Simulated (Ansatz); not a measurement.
## AlGa3N4: single-point calculation

- system: AlGa3N4 (Cmc2₁, 16 atoms in the cell)
- method: DFT PBEsol, scalar-relativistic, plane waves, PAW, no spin polarisation (Ansatz 0.2.0)

The structure was built on a prototype by a generator; it need not be a known phase. Figures and captions count atoms from 1; the log counts them from 0 in places.

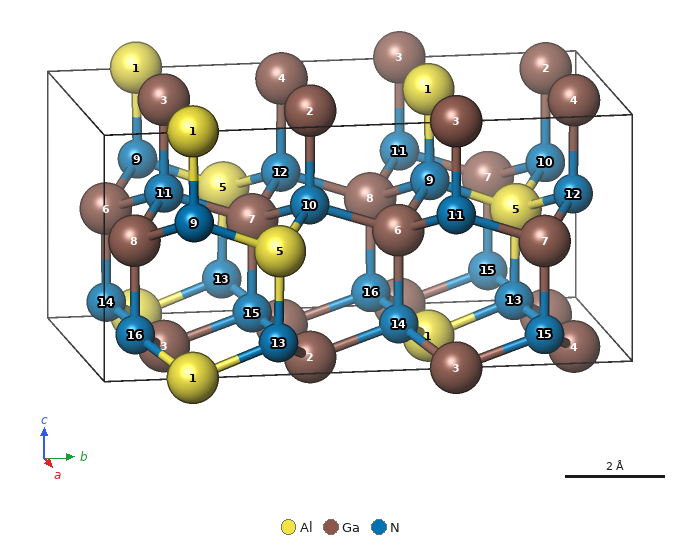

Figure 1. The structure as given in the input (ball-and-stick view of the cell 2 times as large as that of the calculation, set on its symmetry axes, seen slightly off an axis; atoms are numbered from 1 in the order of the input).

Key numbers:

| quantity | value |
| --- | --- |
| outcome | converged |
| space group (tolerance 0.01 Å) | Cmc2₁ (36) |
| electrons treated | 124 |
| free energy | −26548.9471 eV |
| Fermi energy | 10.192 eV |
| gap on the k-point mesh | 2.40 eV |
| gap on the band path | 2.40 eV |
| pressure | 0.00 GPa |
| largest force (length of the vector) | 0.005 eV/Å |
| hardware | 4 threads of Intel Xeon @ 2.70GHz, 189 GiB of memory available, shared host |
| wall time | 51 s (CPU time 3.3 min) |
| peak memory | 0.94 GiB |

Input:
```yaml
crystal:
  lattice:
    - [0.0, 0.0, -5.1415351953]
    - [3.1644403721, 5.480971502, 0.0]
    - [3.1627084113, -5.479971554, 0.0]
  atoms:
    - { symbol: Al, position: [0.0016258852, 0.167418275, 0.33483655] }
    - { symbol: Ga, position: [0.0010222412, 0.1679938397, 0.8326779211] }
    - { symbol: Ga, position: [0.0012731173, 0.6662943786, 0.3325887572] }
    - { symbol: Ga, position: [0.0010222412, 0.6646840814, 0.8326779211] }
    - { symbol: Al, position: [0.5016258852, 0.332581725, 0.66516345] }
    - { symbol: Ga, position: [0.5010222412, 0.3320061603, 0.1673220789] }
    - { symbol: Ga, position: [0.5012731173, 0.8337056214, 0.6674112428] }
    - { symbol: Ga, position: [0.5010222412, 0.8353159186, 0.1673220789] }
    - { symbol: "N", position: [0.6312645482, 0.170239413, 0.340478826] }
    - { symbol: "N", position: [0.6205755099, 0.1705984505, 0.8303454357] }
    - { symbol: "N", position: [0.6226409467, 0.6664392187, 0.3328784374] }
    - { symbol: "N", position: [0.6205755099, 0.6597469852, 0.8303454357] }
    - { symbol: "N", position: [0.1312645482, 0.329760587, 0.659521174] }
    - { symbol: "N", position: [0.1205755099, 0.3294015495, 0.1696545643] }
    - { symbol: "N", position: [0.1226409467, 0.8335607813, 0.6671215626] }
    - { symbol: "N", position: [0.1205755099, 0.8402530148, 0.1696545643] }
basis:
  ecutwfc: 420
kpoints:
  mp_grid: { grid: [6, 6, 6] }
  band_path: { path: [VBM, CBM], npoints: 2 }
hamiltonian:
  xc: pbesol
scf:
  occupations: { method: gaussian, width: 0.02 }
output:
  forces: true
  stress: true
  eigenvalues: true
```

Launched with:
```bash
ansatz run input.yaml --threads 4 --pin off --max-ram 10240MiB --backend cpu --events-out ev --progress --plain --runs-dir out
```

What the program printed:
```
Engine: ansatz 0.2.0, x86_64-unknown-linux-gnu
Pseudopotentials: kind: paw
Pseudopotential: Al, paw, valence charge 3, recommended cutoff 420 eV (normal), Al.paw.azcp
Pseudopotential: Ga, paw, valence charge 13, recommended cutoff 420 eV (normal), Ga.paw.azcp
Pseudopotential: N, paw, valence charge 5, recommended cutoff 420 eV (normal), N.paw.azcp
Functional definition: PBEsol
  exchange = pbesol_x
  correlation = pbesol_c
Crystal: 16 atoms, lattice volume = 178.287 Å³
Basis set: ecut = 420 eV, 3497 PW (Γ), exchange–correlation on 72×90×90 points (8 copies of the dense FFT grid, shifted against one another)
Bands: 78, of which v1, the nominal top of the filled ones, is band 62 counted from 1 (61 counted from 0)
Symmetry: 4 space group operations
Space group: Cmc21 (ITA 36), of the structure as read, at distance tolerance 5.6e-5 Å
k-points: 52 of 216 (time reversal used)
Non-local potential: Al, projectors of the file, l = 0: 2, l = 1: 2, l = 2: 1
Non-local potential: Ga, projectors of the file, l = 0: 2, l = 1: 2, l = 2: 3, l = 3: 1
Non-local potential: N, projectors of the file, l = 0: 2, l = 1: 2, l = 2: 1
PAW form: soft (Blöchl's): semilocal exchange-correlation on the pseudo side does not see the compensation charge
PAW frozen core: Al, regenerated for the run's functional, and the local potential with it (the file was generated under x = pbe(κ = 0.804, μ = 0.2195149727645171), c = pbe(β = 0.06672455060314922))
PAW frozen core: Ga, regenerated for the run's functional, and the local potential with it (the file was generated under x = pbe(κ = 0.804, μ = 0.2195149727645171), c = pbe(β = 0.06672455060314922))
PAW frozen core: N, regenerated for the run's functional, and the local potential with it (the file was generated under x = pbe(κ = 0.804, μ = 0.2195149727645171), c = pbe(β = 0.06672455060314922))
PAW one-centre angular grid: Al, 110 points (default); XC on 64 Gauss nodes
PAW one-centre angular grid: Ga, 590 points (default); XC on 64 Gauss nodes
PAW one-centre angular grid: N, 110 points (default); XC on 64 Gauss nodes
Initial density: superposition of atomic densities (neutral atoms: chi_scale 0, normalization atom), corrected by the library's trained network
Initial wavefunctions: pseudopotential atomic-orbital guess
Functional: x = pbesol(κ = 0.804, μ = 0.12345679012345678), c = pbesol(β = 0.046)
SCF iter   1: F=—  HF=-26549.023989 eV  |F-HF|=—  |Δ(HF+E_count)|=         —  Δρ=1.22e-2  dr2=2.63e-1  ethr=1.77e-3  ⟨swp⟩=6.0  Hψ=15214  notcnv=0  defer=44
preconditioner: auto → Resta (q_TF=auto, 2.568 Å⁻¹)  ε∞=4.7  [insulator: Δε(μ)=2.313 eV  Ē_g=16.114 eV  σ=0.020 eV  W_gap=1.00  n_scr=46 (ndim 8)  ℏωp=31.0 eV  f_vac=0.000  D(μ)=0.00/eV (n_scr^D=0)  ε∞_Penn≈4.7]
SCF iter   2: F=—  HF=-26548.948383 eV  |F-HF|=—  |Δ(HF+E_count)|=   7.56e-2  Δρ=1.87e-3  dr2=6.63e-3  ethr=2.12e-4  ⟨swp⟩=2.0  Hψ=6069  notcnv=0  defer=449
SCF iter   3: F=—  HF=-26548.947326 eV  |F-HF|=—  |Δ(HF+E_count)|=   1.06e-3  Δρ=8.94e-4  dr2=1.36e-3  ethr=5.34e-6  ⟨swp⟩=2.6  Hψ=6035  notcnv=0  defer=449
SCF iter   4: F=—  HF=-26548.947257 eV  |F-HF|=—  |Δ(HF+E_count)|=   6.83e-5  Δρ=2.45e-4  dr2=1.01e-4  ethr=1.10e-6  ⟨swp⟩=3.0  Hψ=6853  notcnv=0  defer=449
SCF iter   5: F=—  HF=-26548.947190 eV  |F-HF|=—  |Δ(HF+E_count)|=   6.70e-5  Δρ=1.10e-4  dr2=1.56e-5  ethr=8.13e-8  ⟨swp⟩=2.0  Hψ=6814  notcnv=0  defer=449
SCF iter   6: F=—  HF=-26548.947066 eV  |F-HF|=—  |Δ(HF+E_count)|=   1.24e-4  Δρ=2.96e-5  dr2=1.61e-6  ethr=1.26e-8  ⟨swp⟩=2.1  Hψ=6803  notcnv=0  defer=449
SCF iter   7: F=—  HF=-26548.947066 eV  |F-HF|=—  |Δ(HF+E_count)|=   1.64e-7  Δρ=1.06e-5  dr2=1.71e-7  ethr=1.30e-9  ⟨swp⟩=2.0  Hψ=5697  notcnv=0  defer=449
SCF iter   8: F=-26548.947066 eV  HF=-26548.947066 eV  |F-HF|=9.65e-9  |Δ(HF+E_count)|=   2.05e-8  Δρ=2.83e-6  dr2=1.24e-8  ethr=8.06e-11  ⟨swp⟩=10.8  Hψ=16090  notcnv=0
SCF 1 converged in 8 iterations: F = -26548.947066 eV  dr2 = 1.24e-8
  greatest PAW one-centre occupation: 0.995 electrons in one spin orbital (limit 2), on the Ga atom at site 6 (counted from 0), in its partial waves of l = 2
NSCF: frozen V_eff on 52 k-points
NSCF: frozen V_eff on 52 k-points
NSCF: frozen V_eff on 52 k-points
NSCF: frozen V_eff on 37 k-points
NSCF: frozen V_eff on 5 k-points
NSCF: frozen V_eff on 5 k-points
NSCF: frozen V_eff on 5 k-points
NSCF: frozen V_eff on 5 k-points
NSCF: frozen V_eff on 5 k-points
NSCF: frozen V_eff on 3 k-points
SCF converged after 8 iterations
Free energy (F): -26548.947066 eV
Harris-Foulkes:  -26548.947066 eV  (|F-HF|=9.65e-9)
Internal energy: -26548.947066 eV  (E = F + TS)
E sigma→0 (E₀):  -26548.947066 eV
Fermi energy:    10.191909 eV
--- Per-component energies (eV) ---
  E_band       = -36.857172
  E_kinetic    = 1797.905159
  E_local      = -13223.756419  (includes V_loc(G=0)·N_el)
  E_nonlocal   = 2964.717098
  E_hartree    = 6056.315522
  E_xc         = -967.520984
  E_vxc        = -1018.143135  (∫ρ·V_xc dr)
  E_paw        = -13611.887614  (= ΣΔE_a)
  E_vpaw       = -2670.209899  (= ΣTr[D̂ρ^β])
  E_aug_tail   = 0.000309  (compensation charges beyond the density's cutoff)
  E_ewald      = -9570.161073
  E_core_change = 5.440936  (= ΣΔE_core)
  E_smearing   = -0.000000  (= −TS)
  E_closure    = -0.000000  (closes the sum)
  Σ components = -26548.947066   (vs F -26548.947066, Δ=0.00e0)
--- Forces (eV/Å), atoms counted from 1 ---
  atom   1  Al    -0.00051308     0.00029623     0.00258755
  atom   2  Ga     0.00062942    -0.00037535     0.00298813
  atom   3  Ga    -0.00038138     0.00022019     0.00470188
  atom   4  Ga     0.00063977    -0.00035742     0.00298813
  atom   5  Al     0.00051308    -0.00029623     0.00258755
  atom   6  Ga    -0.00062942     0.00037535     0.00298813
  atom   7  Ga     0.00038138    -0.00022019     0.00470188
  atom   8  Ga    -0.00063977     0.00035742     0.00298813
  atom   9  N     -0.00020186     0.00011654    -0.00390505
  atom  10  N      0.00019920     0.00022729    -0.00252588
  atom  11  N     -0.00006108     0.00003526    -0.00431715
  atom  12  N     -0.00009724    -0.00028616    -0.00252588
  atom  13  N      0.00020186    -0.00011654    -0.00390505
  atom  14  N     -0.00019920    -0.00022729    -0.00252588
  atom  15  N      0.00006108    -0.00003526    -0.00431715
  atom  16  N      0.00009724     0.00028616    -0.00252588
  max |Σ_I F_I| component: 1.65e-5 eV/Å
--- Stress (GPa, compression-positive) ---
        0.011405      -0.000240       0.000000
       -0.000240       0.011128       0.000000
        0.000000       0.000000      -0.011700
  P = ⅓ Tr σ = 0.0036 GPa (0.036 kbar)
--- Band table (eV; the first three rows and the last of 52) ---
  k-point 0: bands = ["-6.7945", "-5.8938", "-5.8790", "-5.7753", "-5.6774", "-5.5350", "-5.3962", "-5.2418", "-4.3008", "-4.2795", "-4.2708", "-4.2649", "-4.2055", "-4.1972", "-4.1958", "-4.1913", "-4.1841", "-4.1353", "-4.1132", "-4.1016", "-4.0774", "-4.0770", "-4.0716", "-4.0575", "-4.0569", "-4.0501", "-4.0074", "-3.9989", "-3.9557", "-3.9490", "-3.9376", "-3.2553", "-3.0888", "-3.0201", "-2.8141", "-2.4910", "-2.4076", "-2.3637", "2.0673", "2.5787", "2.7245", "2.9251", "3.7508", "3.9813", "4.1689", "4.8979", "5.0091", "5.1016", "6.4025", "6.4050", "6.4174", "6.7972", "6.8313", "6.8868", "7.9401", "7.9935", "8.0290", "8.1318", "8.1733", "8.9392", "8.9684", "8.9938", "11.3901", "13.6177", "13.9186", "14.0360", "14.2013", "14.6140", "14.6928", "14.7162", "14.9755", "15.4493", "15.7885", "17.7584", "18.1643", "18.3098", "18.7854", "19.0491"]
  k-point 1: bands = ["-6.7215", "-5.9209", "-5.8619", "-5.7875", "-5.6801", "-5.5360", "-5.4051", "-5.2511", "-4.2888", "-4.2787", "-4.2754", "-4.2498", "-4.2048", "-4.1971", "-4.1919", "-4.1849", "-4.1802", "-4.1338", "-4.1231", "-4.1014", "-4.0767", "-4.0767", "-4.0744", "-4.0669", "-4.0568", "-4.0549", "-4.0085", "-4.0027", "-3.9626", "-3.9591", "-3.9450", "-3.4241", "-3.1348", "-3.0481", "-2.8988", "-2.4541", "-2.4262", "-2.1704", "2.1712", "2.7034", "2.8694", "3.1362", "3.8520", "4.1151", "4.3154", "4.7530", "4.8585", "5.1055", "6.0812", "6.1439", "6.4931", "6.8900", "6.9506", "7.1786", "7.5396", "7.7627", "7.8037", "7.9012", "8.1794", "8.4372", "8.8816", "8.9211", "11.9074", "14.0371", "14.1002", "14.4278", "14.5722", "14.6622", "14.8580", "14.8673", "15.0502", "15.4689", "16.0378", "17.7071", "17.9906", "18.0961", "18.5258", "18.7515"]
  k-point 2: bands = ["-6.5218", "-6.0237", "-5.8516", "-5.7959", "-5.6854", "-5.5382", "-5.4242", "-5.2684", "-4.2805", "-4.2649", "-4.2546", "-4.2206", "-4.2026", "-4.1967", "-4.1823", "-4.1822", "-4.1542", "-4.1407", "-4.1322", "-4.1047", "-4.0921", "-4.0878", "-4.0746", "-4.0744", "-4.0615", "-4.0547", "-4.0126", "-4.0100", "-3.9826", "-3.9759", "-3.9591", "-3.7666", "-3.2032", "-3.1685", "-2.8371", "-2.4363", "-2.3203", "-2.0821", "2.4717", "3.0646", "3.1898", "3.5779", "3.9784", "4.1677", "4.3825", "4.8435", "5.0064", "5.2598", "5.4482", "5.6142", "6.4327", "6.7416", "7.0740", "7.0790", "7.2086", "7.2712", "7.4401", "7.5502", "7.8203", "8.3054", "8.6923", "8.7719", "12.8188", "14.0940", "14.6735", "14.6964", "14.7951", "14.9751", "15.5322", "15.5907", "15.7656", "15.8495", "16.6776", "17.2948", "17.5199", "17.6481", "17.9489", "18.5354"]
  k-point 51: bands = ["-5.9741", "-5.9741", "-5.7635", "-5.7635", "-5.6201", "-5.6201", "-5.3729", "-5.3729", "-4.2442", "-4.2442", "-4.2290", "-4.2290", "-4.2098", "-4.2098", "-4.1926", "-4.1926", "-4.1654", "-4.1654", "-4.1324", "-4.1324", "-4.0982", "-4.0982", "-4.0771", "-4.0771", "-4.0447", "-4.0447", "-4.0099", "-4.0099", "-3.9959", "-3.9959", "-3.7068", "-3.7068", "-3.4269", "-3.4269", "-3.1307", "-3.1307", "-2.5489", "-2.5489", "2.9884", "2.9884", "3.5777", "3.5777", "4.1184", "4.1184", "4.9571", "4.9571", "5.2117", "5.2117", "6.4198", "6.4198", "6.9481", "6.9481", "7.1460", "7.1460", "7.3369", "7.3369", "7.4329", "7.4329", "7.6654", "7.6654", "7.8108", "7.8108", "14.4418", "14.4418", "14.6055", "14.6055", "14.8281", "14.8281", "15.3050", "15.3050", "16.5287", "16.5287", "16.7641", "16.7641", "16.9819", "16.9819", "17.5032", "17.5032"]
```

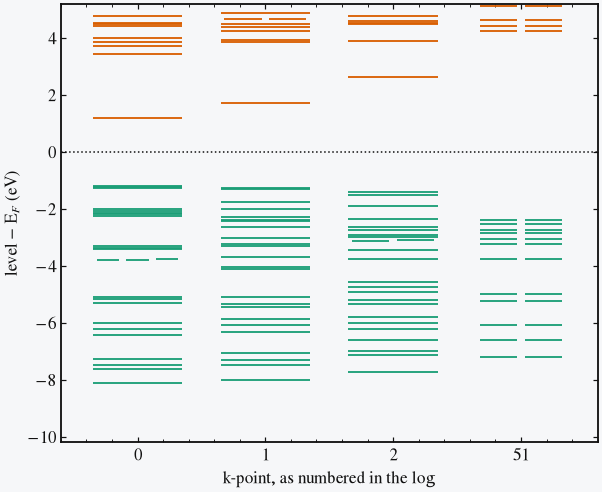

Figure 2. Kohn–Sham levels near the Fermi level (dotted) at the few k-points that the log prints; levels within 0.02 eV of each other stand side by side. Among these points the highest filled and lowest empty levels are 2.40 eV apart, which is the gap on the mesh.
